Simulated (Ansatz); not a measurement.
Structure data:

```cif
data_structure
_symmetry_space_group_name_H-M 'P 1'
_symmetry_Int_Tables_number 1
_cell_length_a 3.1371
_cell_length_b 5.3271
_cell_length_c 5.9218
_cell_angle_alpha 116.683
_cell_angle_beta 104.320
_cell_angle_gamma 90.311
_cell_volume 84.90
loop_
_atom_site_label
_atom_site_type_symbol
_atom_site_symmetry_multiplicity
_atom_site_Wyckoff_symbol
_atom_site_fract_x
_atom_site_fract_y
_atom_site_fract_z
_atom_site_occupancy
Ga1 Ga 1 a 0.00000 0.00000 0.00000 1
Ga2 Ga 1 a 0.47117 0.49405 0.00030 1
Ga3 Ga 1 a 0.22145 0.88490 0.50218 1
Ga4 Ga 1 a 0.72518 0.40258 0.49657 1
N1 N 1 a 0.64468 0.67963 0.38066 1
N2 N 1 a 0.17204 0.16523 0.36372 1
N3 N 1 a 0.94880 0.58788 0.88507 1
N4 N 1 a 0.41322 0.09317 0.88574 1
```

> Summarise the structure in words.

The solid is GaN. Symmetry: P1 (translations only). It is a distorted form of a primitive hexagonal structure, space group P6_3mc (No. 186) within 0.25 Å: wurtzite. The cell comprises 4 formula units: 4 Ga, 4 N. Ga is surrounded by four N in a distorted tetrahedral arrangement at 1.76 to 1.99 Å. The coordination shell of N holds four Ga in a distorted tetrahedral arrangement at 1.76 to 1.99 Å. The bonds build a three-dimensional framework.

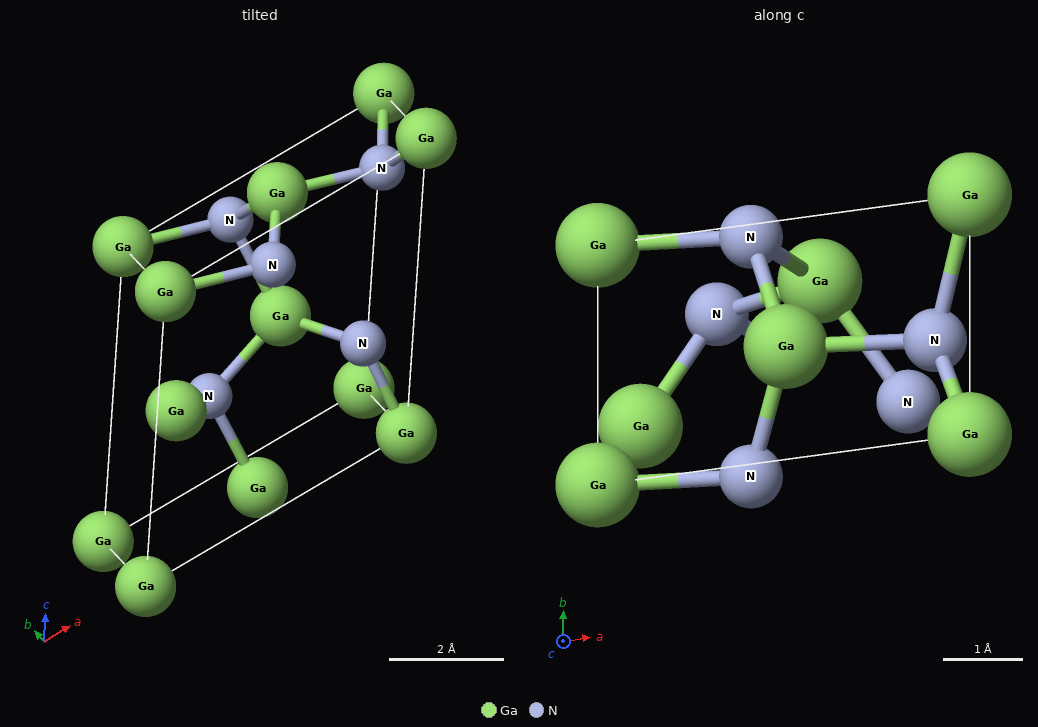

Crystal structure, ball-and-stick style, seen slightly off an axis and along the c axis. The parallelepiped is the unit cell.

Shown is a known structure type with the cell strained and the atoms shaken on purpose, as it stood before any relaxation. An electronic-structure calculation with Ansatz was run on it.

At this level of theory the cell isn't at rest (compressed, at 18 GPa and forces up to 2.9 eV/Å), so its distances can differ from those at equilibrium, the more so the softer the solid.
